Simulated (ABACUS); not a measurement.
**A series of single points on PbF2**

System: PbF2 (Fm-3m, 3 atoms in the cell).
Method: Kohn-Sham DFT of a periodic cell, PBE, PseudoDojo NC SR 0.4.1 PBE standard, no spin polarisation (ABACUS 3.10.1).

The 7 runs differ only in the geometry, by an even scaling of the cell at fixed fractional positions. The structure derives from an entry of the Crystallography Open Database.

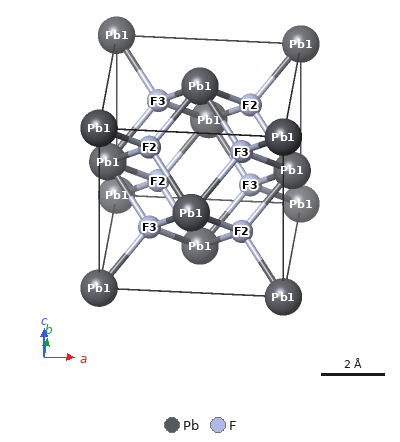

Figure 1. The structure of run 4 (ball-and-stick view of the cell 4 times as large as that of the calculation, set on its symmetry axes, seen at an oblique angle; atoms are numbered from 1 in the order of the input).

## Input file of run 4
```
INPUT_PARAMETERS
suffix              PbF2
calculation         scf
basis_type          pw
pseudo_dir          ./
symmetry            1
dft_functional      pbe
ecutwfc             84
pseudo_rcut         10
nspin               1
nbands              18
ks_solver           dav
smearing_method     fd
smearing_sigma      0.00367493
scf_thr             1e-08
scf_nmax            100
mixing_type         broyden
mixing_beta         0.7
cal_force           1
cal_stress          1
kpar                4
```

## File STRU of run 4
```
ATOMIC_SPECIES
Pb 207.2000 Pb.upf
F 18.9984 F.upf

LATTICE_CONSTANT
1.8897261246

LATTICE_VECTORS
0.0000000000 2.9636600000 2.9636600000
2.9636600000 0.0000000000 2.9636600000
2.9636600000 2.9636600000 0.0000000000

ATOMIC_POSITIONS
Direct

Pb
0.0
1
0.0000000000 0.0000000000 0.0000000000 1 1 1

F
0.0
2
0.7500000000 0.7500000000 0.7500000000 1 1 1
0.2500000000 0.2500000000 0.2500000000 1 1 1
```

## File KPT of run 4
```
K_POINTS
0
Gamma
8 8 8 0 0 0
```

Command:
```bash
OMP_NUM_THREADS=1 mpirun -np 4 abacus > log
```

Lattice vectors (Å) and fractional positions of run 4:
```
   0.000000    2.963660    2.963660
   2.963660    0.000000    2.963660
   2.963660    2.963660    0.000000
Pb  0.000000  0.000000  0.000000
F   0.750000  0.750000  0.750000
F   0.250000  0.250000  0.250000
```

Run 3 differs from it as follows:
```diff
-0.0000000000 2.9636600000 2.9636600000
-2.9636600000 0.0000000000 2.9636600000
-2.9636600000 2.9636600000 0.0000000000
+0.0000000000 2.9437690651 2.9437690651
+2.9437690651 0.0000000000 2.9437690651
+2.9437690651 2.9437690651 0.0000000000
```

## Results, with one run withheld

```tsv
run	volume per atom (Å³)	free energy per atom, from the lowest run given (meV)	pressure (GPa)	gap on the mesh (eV)
1	16.313	39.97	8.31	4.41
2	16.660	24.24	6.21	4.42
3	17.007	?	?	?
4	17.354	5.22	2.66	4.43
5	17.701	1.07	1.16	4.43
6	18.048	0.00	−0.18	4.43
7	18.395	1.68	−1.38	4.43
```

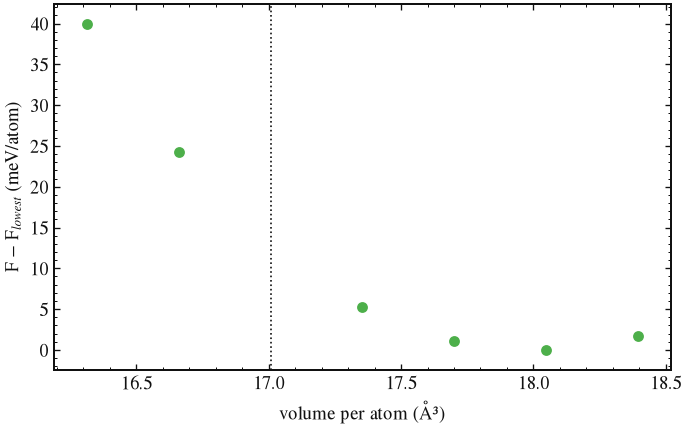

Figure 2. Free energy per atom of the runs given; the dotted line marks run 3.

What should run 3 give?

A cubic polynomial in V^(−2/3) (the Birch–Murnaghan form), fitted to the 6 runs given, misses them by under 0.01 meV per atom. With x = V^(−2/3) − 0.14901 Å⁻², it reads F = 4.7141 + 2773.2 x + 4.0921e+05 x² + 1.0079e+06 x³ (meV per atom). At run 3 it gives 12.81 meV per atom, and the run itself gives 12.81. The slope of the fit gives a pressure −dF/dV of 4.36 GPa there, and the run prints 4.34 GPa. The fit has its minimum at 18.003 Å³ per atom, where V d²F/dV² gives 66.9 GPa: the bulk modulus at this level, since symmetry fixes the shape and the positions.

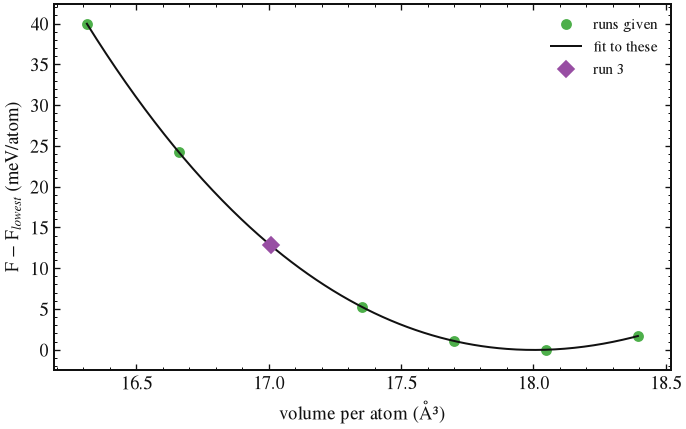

Figure 3. The fit and the withheld run.

## Some lines of the output (run 3)
```
[...]
 E_Fermi        0.5174229593         7.0399005227
 E_Fermi        0.6207164790         8.4452809574
 E_Fermi        0.5818883740         7.9169974858
 E_Fermi        0.6009997349         8.1770208917
 E_Fermi        0.5992066655         8.1526249309
 E_Fermi        0.6014877234         8.1836603148
 E_Fermi        0.6017729504         8.1875410275
 E_Fermi        0.6019992864         8.1906204863
 E_KS(sigma->0) -239.5656314363      -3259.4576325016
 E_Fermi        0.6019952899         8.1905661114
 final etot is -3259.4576325 eV
 EFERMI = 8.1905661114 eV
 TOTAL-PRESSURE: 43.366619 KBAR
 !FINAL_ETOT_IS -3259.4576325016078044 eV
```

Notes: Spin–orbit coupling is left out, which matters for Pb.
